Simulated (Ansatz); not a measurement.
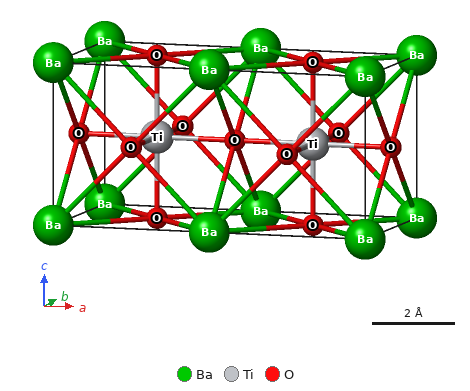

Figure 1. The structure (ball-and-stick view of the cell of the calculation, seen slightly off an axis).

BaTiO₃: single-point calculation

System: BaTiO₃ (Pm-3m, 10 atoms in the cell).
Method: DFT with r2SCAN, PAW plane waves, no spin polarisation (Ansatz 0.2.0).

The structure derives from an entry of the Crystallography Open Database.

Output:
```
Engine: ansatz 0.2.0, aarch64-unknown-linux-gnu
Pseudopotentials: kind: paw
Pseudopotential: Ba, paw, valence charge 10, recommended cutoff 500 eV (meta_gga), Ba.paw.azcp
Pseudopotential: Ti, paw, valence charge 12, recommended cutoff 500 eV (meta_gga), Ti.paw.azcp
Pseudopotential: O, paw, valence charge 6, recommended cutoff 500 eV (meta_gga), O.paw.azcp
Functional definition: r2SCAN
  parameter k0 = 0.174
  parameter k1 = 0.065
  parameter a1 = 4.9479
  exchange = r2scan_x(k0 = k0, k1 = k1, a1 = a1)
  correlation = r2scan_c
Crystal: 10 atoms, lattice volume = 132.887 Å³
Basis set: ecut = 500 eV, 3429 PW (Γ), exchange–correlation on 240×120×120 points (64 copies of the dense FFT grid, shifted against one another)
Bands: 50, of which v1, the nominal top of the filled ones, is band 40 counted from 1 (39 counted from 0)
Symmetry: 32 space group operations
Space group: Pm-3m (ITA 221), of the structure as read, at distance tolerance 1.5e-3 Å
k-points: 12 of 75
Non-local potential: Ba, projectors of the file, l = 0: 3, l = 1: 2, l = 2: 2, l = 3: 2
Non-local potential: Ti, projectors of the file, l = 0: 3, l = 1: 2, l = 2: 3, l = 3: 1
Non-local potential: O, projectors of the file, l = 0: 2, l = 1: 2, l = 2: 1
PAW form: soft (Blöchl's): semilocal exchange-correlation on the pseudo side does not see the compensation charge
PAW frozen core: Ba, regenerated for the run's functional (the file was generated under x = pbe(κ = 0.804, μ = 0.2195149727645171), c = pbe(β = 0.06672455060314922))
PAW frozen core: Ti, regenerated for the run's functional (the file was generated under x = pbe(κ = 0.804, μ = 0.2195149727645171), c = pbe(β = 0.06672455060314922))
PAW frozen core: O, regenerated for the run's functional (the file was generated under x = pbe(κ = 0.804, μ = 0.2195149727645171), c = pbe(β = 0.06672455060314922))
PAW one-centre angular grid: Ba, 302 points (default); XC on 160 Gauss nodes
PAW one-centre angular grid: Ti, 590 points (default); XC on 160 Gauss nodes
PAW one-centre angular grid: O, 302 points (default); XC on 160 Gauss nodes
Initial density: superposition of atomic densities (neutral atoms: chi_scale 0, normalization atom), corrected by the library's trained network
Initial wavefunctions: pseudopotential atomic-orbital guess
Functional: x = r2scan, c = r2scan; τ floored in thin density (d = 2e-4 eV/Å³)
SCF iter   1: F=—  HF=-20367.305431 eV  |F-HF|=—  |Δ(HF+E_count)|=         —  Δρ=2.22e-2  dr2=8.44e-1  dr2_τ=4.53e-1  ethr=1.77e-3  ⟨swp⟩=6.5  Hψ=2564  notcnv=0
preconditioner: auto → Resta (q_TF=auto, 2.507 Å⁻¹)  ε∞=5.1  [insulator: Δε(μ)=2.668 eV  Ē_g=12.655 eV  σ=0.069 eV  W_gap=1.00  n_scr=38 (ndim 8)  ℏωp=25.8 eV  f_vac=0.000  D(μ)=0.00/eV (n_scr^D=0)  ε∞_Penn≈5.1]
SCF iter   2: F=—  HF=-20367.480896 eV  |F-HF|=—  |Δ(HF+E_count)|=   1.75e-1  Δρ=1.22e-2  dr2=1.30e-1  dr2_τ=4.80e-2  ethr=1.05e-3  ⟨swp⟩=3.2  Hψ=1109  notcnv=0  defer=29
SCF iter   3: F=—  HF=-20367.463631 eV  |F-HF|=—  |Δ(HF+E_count)|=   1.73e-2  Δρ=3.68e-3  dr2=1.25e-2  dr2_τ=9.04e-4  ethr=1.63e-4  ⟨swp⟩=2.0  Hψ=878  notcnv=0  defer=29
SCF iter   4: F=—  HF=-20367.461808 eV  |F-HF|=—  |Δ(HF+E_count)|=   1.82e-3  Δρ=1.51e-3  dr2=2.24e-3  dr2_τ=3.54e-4  ethr=1.57e-5  ⟨swp⟩=2.0  Hψ=1046  notcnv=0  defer=29
SCF iter   5: F=—  HF=-20367.461504 eV  |F-HF|=—  |Δ(HF+E_count)|=   3.03e-4  Δρ=3.07e-4  dr2=9.91e-5  dr2_τ=8.17e-6  ethr=2.81e-6  ⟨swp⟩=2.5  Hψ=838  notcnv=0  defer=29
SCF iter   6: F=—  HF=-20367.461509 eV  |F-HF|=—  |Δ(HF+E_count)|=   4.45e-6  Δρ=7.75e-5  dr2=8.97e-6  dr2_τ=6.54e-7  ethr=1.24e-7  ⟨swp⟩=2.2  Hψ=899  notcnv=0  defer=29
SCF iter   7: F=—  HF=-20367.461508 eV  |F-HF|=—  |Δ(HF+E_count)|=   2.61e-7  Δρ=4.38e-5  dr2=2.28e-6  dr2_τ=2.63e-7  ethr=1.12e-8  ⟨swp⟩=2.0  Hψ=884  notcnv=0  defer=29
SCF iter   8: F=-20367.461508 eV  HF=-20367.461508 eV  |F-HF|=5.60e-8  |Δ(HF+E_count)|=   3.62e-7  Δρ=8.26e-6  dr2=8.44e-8  dr2_τ=1.04e-8  ethr=1.25e-10  ⟨swp⟩=12.3  Hψ=4676  notcnv=0
SCF 1 converged in 8 iterations: F = -20367.461508 eV  dr2 = 8.44e-8
  greatest PAW one-centre occupation: 0.999 electrons in one spin orbital (limit 2), on the Ti atom at site 3 (counted from 0), in its partial waves of l = 0
```

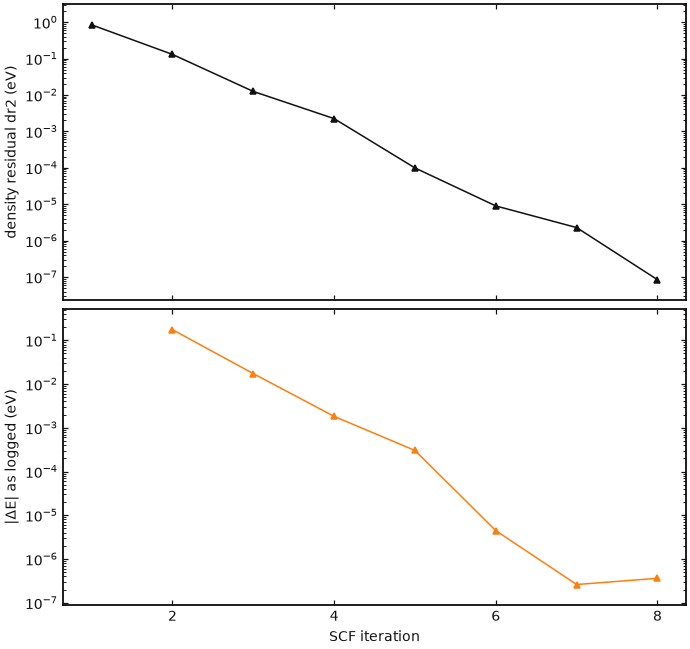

Figure 2. Convergence of the self-consistent field: density residual dr2 and size of the energy change against the SCF iteration. The residual falls at every step.

```
SCF converged after 8 iterations
Free energy (F): -20367.461508 eV
Harris-Foulkes:  -20367.461508 eV  (|F-HF|=5.60e-8)
Internal energy: -20367.461508 eV  (E = F + TS)
E sigma→0 (E₀):  -20367.461508 eV
Fermi energy:    10.500057 eV
--- Per-component energies (eV) ---
  E_band       = -389.310056
  E_kinetic    = 1938.189811
  E_local      = -4268.235152  (includes V_loc(G=0)·N_el)
  E_nonlocal   = 397.967969
  E_hartree    = 1657.012765
  E_xc         = -948.321938
  E_vxc        = -1205.343180  (∫ρ·V_xc dr)
  E_paw        = -13568.319698  (= ΣΔE_a)
  E_vpaw       = -639.509390  (= ΣTr[D̂ρ^β])
  E_aug_tail   = 0.006016  (compensation charges beyond the density's cutoff)
  E_vtau       = 73.587916  (kinetic-family band-sum trace: ∫τ·v_τ [+ j·A + Jᵃ·Aᵃ] dr)
  E_ewald      = -5575.203554
  E_core_change = -0.557728  (= ΣΔE_core)
  E_smearing   = -0.000000  (= −TS)
  E_closure    = 0.000000  (closes the sum)
  Σ components = -20367.461508   (vs F -20367.461508, Δ=0.00e0)
--- Forces (eV/Å), atoms counted from 1 ---
  atom   1  Ba    -0.00000000     0.00000000    -0.00000000
  atom   2  Ba     0.00000000     0.00000000    -0.00000000
  atom   3  Ti    -0.00000000    -0.00000000     0.00000000
  atom   4  Ti     0.00000000     0.00000000     0.00000000
  atom   5  O     -0.00000000    -0.00000000     0.00000000
  atom   6  O     -0.00000000     0.00000000    -0.00000000
  atom   7  O     -0.00000000    -0.00000000     0.00000000
  atom   8  O     -0.00000000    -0.00000000     0.00000000
  atom   9  O     -0.00000000     0.00000000     0.00000000
  atom  10  O     -0.00000000     0.00000000     0.00000000
  max |Σ_I F_I| component: 2.39e-28 eV/Å
--- Stress (GPa, compression-positive) ---
       -6.910019       0.000000       0.000000
        0.000000      -6.896165       0.000000
        0.000000       0.000000      -6.896165
  P = ⅓ Tr σ = -6.9008 GPa (-69.008 kbar)
--- Band table (eV; the first three rows and the last of 12) ---
  k-point 0: bands = ["-49.5375", "-49.5368", "-24.7018", "-24.6552", "-24.6552", "-24.6551", "-24.6535", "-24.6535", "-15.8962", "-15.7870", "-8.4154", "-8.2481", "-7.6103", "-7.6094", "-7.5824", "-7.3458", "-0.6659", "-0.6659", "-0.6658", "-0.5106", "-0.5106", "-0.3333", "5.5222", "6.7972", "6.7972", "7.1574", "7.1579", "7.1579", "7.6510", "7.7302", "7.7314", "7.7314", "8.4166", "8.4166", "8.4171", "8.7985", "8.7985", "9.3504", "9.3505", "9.3505", "11.5642", "11.5643", "11.5643", "11.6738", "13.1546", "13.1546", "13.4878", "13.4879", "13.4921", "15.1609"]
  k-point 1: bands = ["-49.5373", "-49.5365", "-24.7009", "-24.6714", "-24.6694", "-24.6546", "-24.6545", "-24.6529", "-15.8591", "-15.7629", "-8.2687", "-8.2565", "-7.6007", "-7.5641", "-7.5557", "-7.4115", "-0.6138", "-0.6137", "-0.5949", "-0.5498", "-0.4777", "-0.4496", "5.4692", "6.4950", "6.5126", "6.5802", "6.8424", "7.0703", "7.0707", "7.4636", "8.0374", "8.0891", "8.0894", "8.1551", "8.3835", "8.4342", "8.5734", "8.8327", "9.1202", "9.1202", "11.6014", "12.1886", "12.1887", "12.2487", "13.1594", "13.2408", "13.4893", "14.0306", "14.3871", "15.7924"]
  k-point 2: bands = ["-49.5369", "-49.5361", "-24.6995", "-24.6975", "-24.6950", "-24.6537", "-24.6536", "-24.6520", "-15.7977", "-15.7231", "-8.3895", "-7.9661", "-7.5857", "-7.5340", "-7.5196", "-7.3837", "-0.7111", "-0.6939", "-0.5260", "-0.5259", "-0.3647", "-0.3463", "5.3109", "5.6732", "5.7457", "5.7583", "6.8449", "6.8450", "6.9562", "7.0535", "7.7628", "7.7676", "7.7676", "7.7873", "7.8360", "8.5456", "8.5734", "8.8403", "8.8404", "9.3909", "11.6632", "13.0225", "13.0227", "13.0422", "13.1684", "13.4916", "13.5280", "14.3262", "15.3707", "16.8945"]
  k-point 11: bands = ["-49.5360", "-49.5357", "-24.6948", "-24.6946", "-24.6938", "-24.6936", "-24.6863", "-24.6635", "-15.7152", "-15.6846", "-7.8881", "-7.6427", "-7.5147", "-7.4846", "-7.4530", "-7.4458", "-1.1278", "-1.1091", "-0.8839", "-0.8541", "-0.8359", "-0.5227", "5.3606", "5.4086", "5.8214", "5.8265", "6.0239", "6.1361", "6.6905", "6.8667", "7.1067", "7.1172", "7.1228", "7.3473", "8.6403", "8.7877", "9.1132", "9.1691", "9.3377", "9.3510", "13.1742", "13.2010", "13.5000", "13.5174", "13.5213", "13.6029", "15.0979", "16.4170", "16.8361", "16.8888"]
```

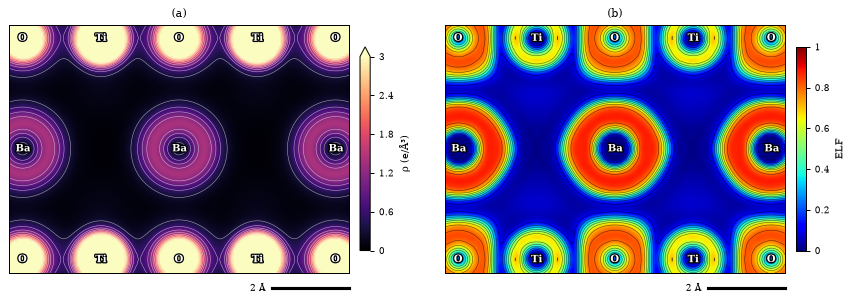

Figure 3. (a) valence charge density (pseudo); (b) ELF on the (011̄) plane of the calculation cell. The plane passes through Ba, Ti and O nuclei. Ti–O (2.03 Å): the density is about 0.59 e/Å³ at the midpoint; the ELF is about 0.20 at the midpoint. Ba–O (2.86 Å): the density is about 0.18 e/Å³ at the midpoint; the ELF is about 0.10 at the midpoint (ionic bonding with no shared pair). Away from the nuclei the density in this plane falls to 0.03 e/Å³ at its lowest. The strong features right at Ba and Ti lie inside the PAW spheres (semicore, d or f shells) and say nothing about bonding. In a PAW calculation such maps are meaningful between the atoms, not at the nuclei.

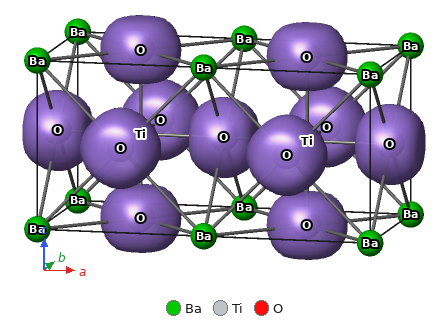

Figure 4. Isosurface of the electron localisation function at 0.65 (purple), seen slightly off an axis. Only the valence region is drawn (cores and ρ < 0.01 e/Å³ removed). Sticks mark near contacts. The outline is the calculation cell. Along the contacts the grid gives the following. Ti–O (2.03 Å): the ELF is about 0.20 at the midpoint.

This output came from the following input.

Input:
```yaml
crystal:
  lattice:
    - [8.1005367, 0.0, 0.0]
    - [0.0, 4.05026835, 0.0]
    - [0.0, 0.0, 4.05026835]
  atoms:
    - { symbol: Ba, position: [0.0, 0.0, 0.0] }
    - { symbol: Ba, position: [0.5, 0.0, 0.0] }
    - { symbol: Ti, position: [0.25, 0.5, 0.5] }
    - { symbol: Ti, position: [0.75, 0.5, 0.5] }
    - { symbol: O, position: [0.0, 0.5, 0.5] }
    - { symbol: O, position: [0.5, 0.5, 0.5] }
    - { symbol: O, position: [0.25, 0.0, 0.5] }
    - { symbol: O, position: [0.75, 0.0, 0.5] }
    - { symbol: O, position: [0.25, 0.5, 0.0] }
    - { symbol: O, position: [0.75, 0.5, 0.0] }
  symmetry: { tolerance: 0.0003 }
kpoints:
  mp_grid: { grid: [3, 5, 5], shift: [0, 0, 0] }
magnetization:
  spin_polarized: false
scf:
  occupations: { method: gaussian, width: 0.0689 }
hamiltonian:
  pseudopotentials: { kind: paw }
  xc: r2scan
basis:
  ecutwfc: 500
output:
  forces: true
  stress: true
  eigenvalues: true
  write_density: true
  write_potential: true
  elf: true
  volumetric_format: npy
```

Launch command:
```bash
ansatz run input.yaml --threads 1 --pin off --max-ram 2560MiB --backend cpu --events-out ev --progress --plain --runs-dir out
```

Summary:

```json
{"quantity": "outcome", "value": "converged"}
{"quantity": "space group (tolerance 0.01 Å)", "value": "Pm-3m (221)"}
{"quantity": "electrons treated", "value": "80"}
{"quantity": "free energy", "value": "−20367.4615 eV"}
{"quantity": "Fermi energy", "value": "10.500 eV"}
{"quantity": "gap on the k-point mesh", "value": "2.13 eV"}
{"quantity": "pressure", "value": "−6.90 GPa"}
{"quantity": "largest force (length of the vector)", "value": "under 0.001 eV/Å"}
{"quantity": "hardware", "value": "1 thread of Arm Neoverse V2, 24 GiB of memory available, shared host"}
{"quantity": "wall time", "value": "15 s"}
{"quantity": "peak memory", "value": "0.65 GiB"}
```

Notes:

The cell is under a tension of 6.9 GPa at this level, so it is not at its equilibrium volume.
